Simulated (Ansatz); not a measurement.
# Zinc, hcp under r²SCAN: how the k-point mesh moves the result

Aim: find which k-point mesh is enough for energy and pressure. The geometry was relaxed under r²SCAN beforehand and stays fixed; 8 values are run, from 2×2×1 to 20×20×10. Wanted are the values from which on the energy stays within 10 and 1 meV/atom, and the pressure within 0.5 GPa, of the last run. Within the series other settings stay, but some runs also write fields, which adds to their time. Spin polarisation is left out.

Method: DFT r²SCAN, plane waves with PAW, scalar-relativistic, in Ansatz 0.2.0.

**1. Starting point**

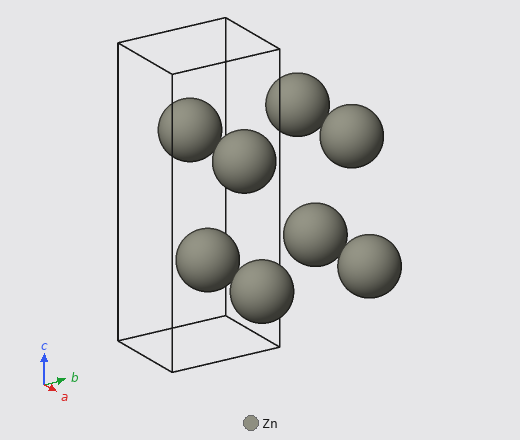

Start, viewed slightly off an axis; zinc grey. 2×2×1 cells are drawn. Any atoms on the faces are drawn again on the opposite ones.

Structure file:

```
CELL_PARAMETERS angstrom
2.61873 0.00000 0.00000
-1.30936 2.26788 0.00000
0.00000 0.00000 4.83890
ATOMIC_POSITIONS crystal
Zn 0.33333 0.66667 0.25000
Zn 0.66667 0.33333 0.75000
```

**2. k-mesh 2×2×1**

The run at 2×2×1.

Input file input.yaml:

```yaml
crystal:
  lattice:
    - [2.6187264646, 0.0, 0.0]
    - [-1.3093632323, 2.2678836439, 0.0]
    - [0.0, 0.0, 4.8388970683]
  atoms:
    - { symbol: Zn, position: [0.3333333333, 0.6666666667, 0.25] }
    - { symbol: Zn, position: [0.6666666667, 0.3333333333, 0.75] }
hamiltonian:
  xc: r2scan
  pseudopotentials:
    kind: paw
    azcp:
      Zn: "pseudopotentials/Zn.paw.azcp"
basis:
  ecutwfc: 500
  fft_grid_basis: typed
kpoints:
  mp_grid: { grid: [2, 2, 1], shift: [0, 0, 0] }
magnetization:
  spin_polarized: false
scf:
  occupations: { method: fermi_dirac, width: 0.1 }
  lower_state_search: "off"
output:
  stress: true
```

The run is started by

```
ansatz run input.yaml --threads 2 --pin off --max-ram 5120MiB --backend cpu --events-out ev --progress --plain --runs-dir out
```

What it wrote, shortened:

```text
Warning: RAYON_NUM_THREADS=2 ignored (pool sized by the plan → 2); use --threads N
[...]
Pseudopotentials: kind: paw
Pseudopotential: Zn, paw, valence charge 12, recommended cutoff 500 eV (meta_gga), <dir>
Functional definition: r2SCAN
[...]
Crystal: 2 atoms, lattice volume = 28.738 Å³
Basis set: ecut = 500 eV, 737 PW (Γ), exchange–correlation on 80×80×144 points (64 copies of the dense FFT grid, shifted against one another)
Bands: 16, of which v1, the nominal top of the filled ones, is band 12 counted from 1 (11 counted from 0)
Symmetry: 24 space group operations
Space group: P63/mmc (ITA 194), of the structure as read, at distance tolerance 3.1e-5 Å
k-points: 2 of 4
[...]
SCF iter   1: F=-6649.817889 eV  HF=-6649.896983 eV  |F-HF|=7.91e-2  |Δ(HF+E_count)|=         —  Δρ=2.77e-2  dr2=1.02e-1  dr2_τ=2.80e-3  ethr=1.77e-3  ⟨swp⟩=5.0  Hψ=169  notcnv=0
[...]
SCF iter   6: F=-6649.888678 eV  HF=-6649.888678 eV  |F-HF|=1.79e-8  |Δ(HF+E_count)|=   1.18e-6  Δρ=1.31e-5  dr2=2.53e-8  dr2_τ=1.80e-10  ethr=4.17e-10  ⟨swp⟩=4.5  Hψ=116  notcnv=0
[...]
SCF converged after 6 iterations
Free energy (F): -6649.888678 eV
[...]
E sigma→0 (E₀):  -6649.840828 eV
Entropy (-TS):   -0.095701 eV (-47.850 meV/atom)
Fermi energy:    9.575282 eV
[...]
--- Stress (GPa, compression-positive) ---
       17.262282       0.000000       0.000000
        0.000000      17.262282       0.000000
        0.000000       0.000000     -16.880871
  P = ⅓ Tr σ = 5.8812 GPa (58.812 kbar)
```

It took 0.6 s on 2 threads of Arm Neoverse V2, shared host; peak memory 0.31 GiB.

**3. k-mesh 4×4×2**

The run at 4×4×2.

input.yaml, as its differences from that of step 2:

```diff
@@ -18,3 +18,3 @@
 kpoints:
-  mp_grid: { grid: [2, 2, 1], shift: [0, 0, 0] }
+  mp_grid: { grid: [4, 4, 2], shift: [0, 0, 0] }
 magnetization:
```

The run is started by

```
ansatz run input.yaml --threads 2 --pin off --max-ram 5120MiB --backend cpu --events-out ev --progress --plain --runs-dir out
```

What it wrote, shortened:

```text
Warning: RAYON_NUM_THREADS=2 ignored (pool sized by the plan → 2); use --threads N
[...]
Pseudopotentials: kind: paw
Pseudopotential: Zn, paw, valence charge 12, recommended cutoff 500 eV (meta_gga), <dir>
Functional definition: r2SCAN
[...]
Crystal: 2 atoms, lattice volume = 28.738 Å³
Basis set: ecut = 500 eV, 737 PW (Γ), exchange–correlation on 80×80×144 points (64 copies of the dense FFT grid, shifted against one another)
Bands: 16, of which v1, the nominal top of the filled ones, is band 12 counted from 1 (11 counted from 0)
Symmetry: 24 space group operations
Space group: P63/mmc (ITA 194), of the structure as read, at distance tolerance 3.1e-5 Å
k-points: 8 of 32
[...]
SCF iter   1: F=-6651.597860 eV  HF=-6651.672739 eV  |F-HF|=7.49e-2  |Δ(HF+E_count)|=         —  Δρ=2.28e-2  dr2=7.27e-2  dr2_τ=2.37e-3  ethr=1.77e-3  ⟨swp⟩=5.1  Hψ=674  notcnv=0
[...]
SCF iter   6: F=-6651.655507 eV  HF=-6651.655507 eV  |F-HF|=9.47e-9  |Δ(HF+E_count)|=   4.57e-6  Δρ=5.66e-6  dr2=7.11e-9  dr2_τ=6.02e-10  ethr=4.17e-10  ⟨swp⟩=3.1  Hψ=578  notcnv=0
[...]
SCF converged after 6 iterations
Free energy (F): -6651.655507 eV
[...]
E sigma→0 (E₀):  -6651.646787 eV
Entropy (-TS):   -0.017440 eV (-8.720 meV/atom)
Fermi energy:    10.570421 eV
[...]
--- Stress (GPa, compression-positive) ---
       -4.200504       0.000000       0.000000
        0.000000      -4.200504       0.000000
        0.000000       0.000000       4.747948
  P = ⅓ Tr σ = -1.2177 GPa (-12.177 kbar)
```

Run time: 0.75 s. Hardware: 2 threads of Arm Neoverse V2, shared host; peak memory 0.32 GiB.

**4. k-mesh 5×5×3**

The run at 5×5×3.

input.yaml, as its differences from that of step 3:

```diff
@@ -18,3 +18,3 @@
 kpoints:
-  mp_grid: { grid: [4, 4, 2], shift: [0, 0, 0] }
+  mp_grid: { grid: [5, 5, 3], shift: [0, 0, 0] }
 magnetization:
```

The run is started by

```
ansatz run input.yaml --threads 2 --pin off --max-ram 5120MiB --backend cpu --events-out ev --progress --plain --runs-dir out
```

What it wrote, shortened:

```text
Warning: RAYON_NUM_THREADS=2 ignored (pool sized by the plan → 2); use --threads N
[...]
Pseudopotentials: kind: paw
Pseudopotential: Zn, paw, valence charge 12, recommended cutoff 500 eV (meta_gga), <dir>
Functional definition: r2SCAN
[...]
Crystal: 2 atoms, lattice volume = 28.738 Å³
Basis set: ecut = 500 eV, 737 PW (Γ), exchange–correlation on 80×80×144 points (64 copies of the dense FFT grid, shifted against one another)
Bands: 16, of which v1, the nominal top of the filled ones, is band 12 counted from 1 (11 counted from 0)
Symmetry: 24 space group operations
Space group: P63/mmc (ITA 194), of the structure as read, at distance tolerance 3.1e-5 Å
k-points: 10 of 75
[...]
SCF iter   1: F=-6651.265774 eV  HF=-6651.348132 eV  |F-HF|=8.24e-2  |Δ(HF+E_count)|=         —  Δρ=2.34e-2  dr2=7.93e-2  dr2_τ=2.37e-3  ethr=1.77e-3  ⟨swp⟩=5.0  Hψ=859  notcnv=0
[...]
SCF iter   6: F=-6651.330256 eV  HF=-6651.330256 eV  |F-HF|=1.76e-8  |Δ(HF+E_count)|=   2.90e-6  Δρ=6.02e-6  dr2=5.97e-9  dr2_τ=5.17e-10  ethr=4.17e-10  ⟨swp⟩=3.2  Hψ=735  notcnv=0
[...]
SCF converged after 6 iterations
Free energy (F): -6651.330256 eV
[...]
E sigma→0 (E₀):  -6651.322841 eV
Entropy (-TS):   -0.014830 eV (-7.415 meV/atom)
Fermi energy:    11.541592 eV
[...]
--- Stress (GPa, compression-positive) ---
        4.206543      -0.000000       0.000000
       -0.000000       4.206543       0.000000
        0.000000       0.000000      -5.970998
  P = ⅓ Tr σ = 0.8140 GPa (8.140 kbar)
```

Wall time 0.77 s (2 threads of Arm Neoverse V2, shared host); peak memory 0.32 GiB.

**5. k-mesh 7×7×3**

The run at 7×7×3.

input.yaml, as its differences from that of step 4:

```diff
@@ -18,3 +18,3 @@
 kpoints:
-  mp_grid: { grid: [5, 5, 3], shift: [0, 0, 0] }
+  mp_grid: { grid: [7, 7, 3], shift: [0, 0, 0] }
 magnetization:
```

The run is started by

```
ansatz run input.yaml --threads 2 --pin off --max-ram 5120MiB --backend cpu --events-out ev --progress --plain --runs-dir out
```

What it wrote, shortened:

```text
Warning: RAYON_NUM_THREADS=2 ignored (pool sized by the plan → 2); use --threads N
[...]
Pseudopotentials: kind: paw
Pseudopotential: Zn, paw, valence charge 12, recommended cutoff 500 eV (meta_gga), <dir>
Functional definition: r2SCAN
[...]
Crystal: 2 atoms, lattice volume = 28.738 Å³
Basis set: ecut = 500 eV, 737 PW (Γ), exchange–correlation on 80×80×144 points (64 copies of the dense FFT grid, shifted against one another)
Bands: 16, of which v1, the nominal top of the filled ones, is band 12 counted from 1 (11 counted from 0)
Symmetry: 24 space group operations
Space group: P63/mmc (ITA 194), of the structure as read, at distance tolerance 3.1e-5 Å
k-points: 16 of 147
[...]
SCF iter   1: F=-6651.352092 eV  HF=-6651.429105 eV  |F-HF|=7.70e-2  |Δ(HF+E_count)|=         —  Δρ=2.33e-2  dr2=7.53e-2  dr2_τ=2.44e-3  ethr=1.77e-3  ⟨swp⟩=5.1  Hψ=1383  notcnv=0
[...]
SCF iter   6: F=-6651.412304 eV  HF=-6651.412304 eV  |F-HF|=9.16e-10  |Δ(HF+E_count)|=   1.38e-6  Δρ=1.94e-5  dr2=4.59e-8  dr2_τ=1.88e-10  ethr=4.17e-10  ⟨swp⟩=4.9  Hψ=1037  notcnv=0
[...]
SCF converged after 6 iterations
Free energy (F): -6651.412304 eV
[...]
E sigma→0 (E₀):  -6651.402003 eV
Entropy (-TS):   -0.020603 eV (-10.301 meV/atom)
Fermi energy:    11.871229 eV
[...]
--- Stress (GPa, compression-positive) ---
       -0.021103       0.000000       0.000000
       -0.000000      -0.021103       0.000000
        0.000000       0.000000      -0.826262
  P = ⅓ Tr σ = -0.2895 GPa (-2.895 kbar)
```

It took 0.89 s on 2 threads of Arm Neoverse V2, shared host; peak memory 0.32 GiB.

**6. k-mesh 8×8×4**

The run at 8×8×4.

input.yaml, as its differences from that of step 5:

```diff
@@ -18,3 +18,3 @@
 kpoints:
-  mp_grid: { grid: [7, 7, 3], shift: [0, 0, 0] }
+  mp_grid: { grid: [8, 8, 4], shift: [0, 0, 0] }
 magnetization:
```

The run is started by

```
ansatz run input.yaml --threads 2 --pin off --max-ram 5120MiB --backend cpu --events-out ev --progress --plain --runs-dir out
```

What it wrote, shortened:

```text
Warning: RAYON_NUM_THREADS=2 ignored (pool sized by the plan → 2); use --threads N
[...]
Pseudopotentials: kind: paw
Pseudopotential: Zn, paw, valence charge 12, recommended cutoff 500 eV (meta_gga), <dir>
Functional definition: r2SCAN
[...]
Crystal: 2 atoms, lattice volume = 28.738 Å³
Basis set: ecut = 500 eV, 737 PW (Γ), exchange–correlation on 80×80×144 points (64 copies of the dense FFT grid, shifted against one another)
Bands: 16, of which v1, the nominal top of the filled ones, is band 12 counted from 1 (11 counted from 0)
Symmetry: 24 space group operations
Space group: P63/mmc (ITA 194), of the structure as read, at distance tolerance 3.1e-5 Å
k-points: 30 of 256
[...]
SCF iter   1: F=-6651.264197 eV  HF=-6651.338238 eV  |F-HF|=7.40e-2  |Δ(HF+E_count)|=         —  Δρ=2.28e-2  dr2=7.39e-2  dr2_τ=2.48e-3  ethr=1.77e-3  ⟨swp⟩=5.0  Hψ=2587  notcnv=0
[...]
SCF iter   6: F=-6651.323735 eV  HF=-6651.323735 eV  |F-HF|=1.80e-9  |Δ(HF+E_count)|=   7.27e-7  Δρ=2.24e-5  dr2=8.55e-8  dr2_τ=2.84e-10  ethr=4.17e-10  ⟨swp⟩=4.9  Hψ=1918  notcnv=0
[...]
SCF converged after 6 iterations
Free energy (F): -6651.323735 eV
[...]
E sigma→0 (E₀):  -6651.315976 eV
Entropy (-TS):   -0.015517 eV (-7.758 meV/atom)
Fermi energy:    11.615471 eV
[...]
--- Stress (GPa, compression-positive) ---
        2.114646       0.000000       0.000000
       -0.000000       2.114646       0.000000
        0.000000       0.000000      -3.299598
  P = ⅓ Tr σ = 0.3099 GPa (3.099 kbar)
```

Run time: 1.2 s. Hardware: 2 threads of Arm Neoverse V2, shared host; peak memory 0.34 GiB.

**7. k-mesh 11×11×5**

The run at 11×11×5.

input.yaml, as its differences from that of step 6:

```diff
@@ -18,3 +18,3 @@
 kpoints:
-  mp_grid: { grid: [8, 8, 4], shift: [0, 0, 0] }
+  mp_grid: { grid: [11, 11, 5], shift: [0, 0, 0] }
 magnetization:
@@ -26 +26,5 @@
   stress: true
+  write_density: true
+  write_potential: true
+  elf: true
+  volumetric_format: npy
```

The run is started by

```
ansatz run input.yaml --threads 2 --pin off --max-ram 5120MiB --backend cpu --events-out ev --progress --plain --runs-dir out
```

What it wrote, shortened:

```text
Warning: RAYON_NUM_THREADS=2 ignored (pool sized by the plan → 2); use --threads N
[...]
Pseudopotentials: kind: paw
Pseudopotential: Zn, paw, valence charge 12, recommended cutoff 500 eV (meta_gga), <dir>
Functional definition: r2SCAN
[...]
Crystal: 2 atoms, lattice volume = 28.738 Å³
Basis set: ecut = 500 eV, 737 PW (Γ), exchange–correlation on 80×80×144 points (64 copies of the dense FFT grid, shifted against one another)
Bands: 16, of which v1, the nominal top of the filled ones, is band 12 counted from 1 (11 counted from 0)
Symmetry: 24 space group operations
Space group: P63/mmc (ITA 194), of the structure as read, at distance tolerance 3.1e-5 Å
k-points: 48 of 605
[...]
SCF iter   1: F=-6651.272075 eV  HF=-6651.348196 eV  |F-HF|=7.61e-2  |Δ(HF+E_count)|=         —  Δρ=2.30e-2  dr2=7.45e-2  dr2_τ=2.45e-3  ethr=1.77e-3  ⟨swp⟩=5.0  Hψ=4142  notcnv=0
[...]
SCF iter   6: F=-6651.332528 eV  HF=-6651.332528 eV  |F-HF|=1.04e-10  |Δ(HF+E_count)|=   1.27e-6  Δρ=1.76e-5  dr2=4.43e-8  dr2_τ=1.76e-10  ethr=4.17e-10  ⟨swp⟩=10.1  Hψ=6154  notcnv=0
[...]
SCF converged after 6 iterations
Free energy (F): -6651.332528 eV
[...]
E sigma→0 (E₀):  -6651.325099 eV
Entropy (-TS):   -0.014859 eV (-7.429 meV/atom)
Fermi energy:    11.774745 eV
[...]
--- Stress (GPa, compression-positive) ---
        1.273359      -0.000000       0.000000
       -0.000000       1.273359       0.000000
        0.000000       0.000000      -2.036393
  P = ⅓ Tr σ = 0.1701 GPa (1.701 kbar)
--- Band table (eV; the first three rows and the last of 48) ---
  k-point 0: bands = ["0.4380", "2.5797", "3.4182", "3.6820", "3.6820", "3.7410", "3.7410", "4.0950", "4.0950", "4.3333", "4.3333", "7.6974", "8.7768", "26.7489", "30.3102", "30.8050"]
[...]
```

It took 2.1 s on 2 threads of Arm Neoverse V2, shared host; peak memory 0.36 GiB.

**8. k-mesh 15×15×7**

The run at 15×15×7.

input.yaml, as its differences from that of step 7:

```diff
@@ -18,3 +18,3 @@
 kpoints:
-  mp_grid: { grid: [11, 11, 5], shift: [0, 0, 0] }
+  mp_grid: { grid: [15, 15, 7], shift: [0, 0, 0] }
 magnetization:
@@ -26,5 +26 @@
   stress: true
-  write_density: true
-  write_potential: true
-  elf: true
-  volumetric_format: npy
```

The run is started by

```
ansatz run input.yaml --threads 2 --pin off --max-ram 5120MiB --backend cpu --events-out ev --progress --plain --runs-dir out
```

What it wrote, shortened:

```text
Warning: RAYON_NUM_THREADS=2 ignored (pool sized by the plan → 2); use --threads N
[...]
Pseudopotentials: kind: paw
Pseudopotential: Zn, paw, valence charge 12, recommended cutoff 500 eV (meta_gga), <dir>
Functional definition: r2SCAN
[...]
Crystal: 2 atoms, lattice volume = 28.738 Å³
Basis set: ecut = 500 eV, 737 PW (Γ), exchange–correlation on 80×80×144 points (64 copies of the dense FFT grid, shifted against one another)
Bands: 16, of which v1, the nominal top of the filled ones, is band 12 counted from 1 (11 counted from 0)
Symmetry: 24 space group operations
Space group: P63/mmc (ITA 194), of the structure as read, at distance tolerance 3.1e-5 Å
k-points: 108 of 1575
[...]
SCF iter   1: F=-6651.288317 eV  HF=-6651.362629 eV  |F-HF|=7.43e-2  |Δ(HF+E_count)|=         —  Δρ=2.28e-2  dr2=7.30e-2  dr2_τ=2.47e-3  ethr=1.77e-3  ⟨swp⟩=5.0  Hψ=9340  notcnv=0
[...]
SCF iter   6: F=-6651.347491 eV  HF=-6651.347491 eV  |F-HF|=2.71e-9  |Δ(HF+E_count)|=   1.18e-6  Δρ=1.86e-5  dr2=5.03e-8  dr2_τ=1.95e-10  ethr=4.17e-10  ⟨swp⟩=5.0  Hψ=7255  notcnv=0
[...]
SCF converged after 6 iterations
Free energy (F): -6651.347491 eV
[...]
E sigma→0 (E₀):  -6651.341904 eV
Entropy (-TS):   -0.011173 eV (-5.587 meV/atom)
Fermi energy:    11.857875 eV
[...]
--- Stress (GPa, compression-positive) ---
       -1.122167      -0.000000       0.000000
       -0.000000      -1.122167       0.000000
        0.000000       0.000000       2.370489
  P = ⅓ Tr σ = 0.0421 GPa (0.421 kbar)
```

Wall time 2.9 s (2 threads of Arm Neoverse V2, shared host); peak memory 0.39 GiB.

**9. k-mesh 20×20×10**

The run at 20×20×10.

input.yaml, as its differences from that of step 8:

```diff
@@ -18,3 +18,3 @@
 kpoints:
-  mp_grid: { grid: [15, 15, 7], shift: [0, 0, 0] }
+  mp_grid: { grid: [20, 20, 10], shift: [0, 0, 0] }
 magnetization:
```

The run is started by

```
ansatz run input.yaml --threads 2 --pin off --max-ram 5120MiB --backend cpu --events-out ev --progress --plain --runs-dir out
```

What it wrote, shortened:

```text
Warning: RAYON_NUM_THREADS=2 ignored (pool sized by the plan → 2); use --threads N
[...]
Pseudopotentials: kind: paw
Pseudopotential: Zn, paw, valence charge 12, recommended cutoff 500 eV (meta_gga), <dir>
Functional definition: r2SCAN
[...]
Crystal: 2 atoms, lattice volume = 28.738 Å³
Basis set: ecut = 500 eV, 737 PW (Γ), exchange–correlation on 80×80×144 points (64 copies of the dense FFT grid, shifted against one another)
Bands: 16, of which v1, the nominal top of the filled ones, is band 12 counted from 1 (11 counted from 0)
Symmetry: 24 space group operations
Space group: P63/mmc (ITA 194), of the structure as read, at distance tolerance 3.1e-5 Å
k-points: 264 of 4000
[...]
SCF iter   1: F=-6651.283354 eV  HF=-6651.358469 eV  |F-HF|=7.51e-2  |Δ(HF+E_count)|=         —  Δρ=2.29e-2  dr2=7.37e-2  dr2_τ=2.47e-3  ethr=1.77e-3  ⟨swp⟩=5.1  Hψ=22856  notcnv=0
[...]
SCF iter   6: F=-6651.343098 eV  HF=-6651.343098 eV  |F-HF|=1.29e-9  |Δ(HF+E_count)|=   1.25e-6  Δρ=1.80e-5  dr2=4.56e-8  dr2_τ=1.82e-10  ethr=4.17e-10  ⟨swp⟩=5.0  Hψ=17807  notcnv=0
[...]
SCF converged after 6 iterations
Free energy (F): -6651.343098 eV
[...]
E sigma→0 (E₀):  -6651.335559 eV
Entropy (-TS):   -0.015079 eV (-7.539 meV/atom)
Fermi energy:    11.757129 eV
[...]
--- Stress (GPa, compression-positive) ---
        0.053087      -0.000000       0.000000
       -0.000000       0.053087       0.000000
        0.000000       0.000000       0.052990
  P = ⅓ Tr σ = 0.0531 GPa (0.531 kbar)
```

Wall time 6.3 s (2 threads of Arm Neoverse V2, shared host); peak memory 0.45 GiB.

**10. All values side by side**

Energies count from the run at 20×20×10.

```csv
k-mesh,k-points,E(σ → 0) (meV/atom),P (GPa),SCF cycles,CPU time
2×2×1,2,747.37,5.88,6,1 s
4×4×2,8,-155.61,-1.22,6,1.3 s
5×5×3,10,6.36,0.81,6,1.4 s
7×7×3,16,-33.22,-0.29,6,1.6 s
8×8×4,30,9.79,0.31,6,2.2 s
11×11×5,48,5.23,0.17,6,3.9 s
15×15×7,108,-3.17,0.04,6,5.5 s
20×20×10,264,0.00,0.05,6,12 s
```

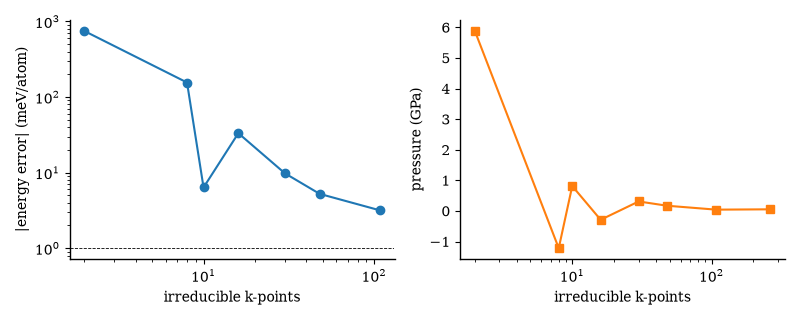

Energy and pressure against the k-point mesh; the dashed line marks 1 meV/atom.

**11. Results**

| quantity | value |
| --- | --- |
| E(σ → 0) stays within 10 meV/atom of 20×20×10 | from 8×8×4 on |
| E(σ → 0) stays within 1 meV/atom | not reached before 20×20×10 |
| pressure stays within 0.5 GPa | from 7×7×3 on |
| pressure at 20×20×10 | 0.05 GPa |
| CPU time, dearest over cheapest | 12 |
| energy of a separate run on a finer mesh (23×23×11) | -1.7 meV/atom from 20×20×10 |

At 2×2×1 the energy differs by +747.4 meV/atom and the pressure by +5.8 GPa. Convergence in k is not monotonic; the energy swings about its limit. The energy has not settled to 1 meV/atom before the last mesh. A Fermi surface needs many points. The yardstick itself is unsettled by 1.7 meV/atom against the finer mesh, so the thresholds above hold only within this series. The cell taken over is 6 % smaller than the measured one (15.21 Å³/atom, COD).
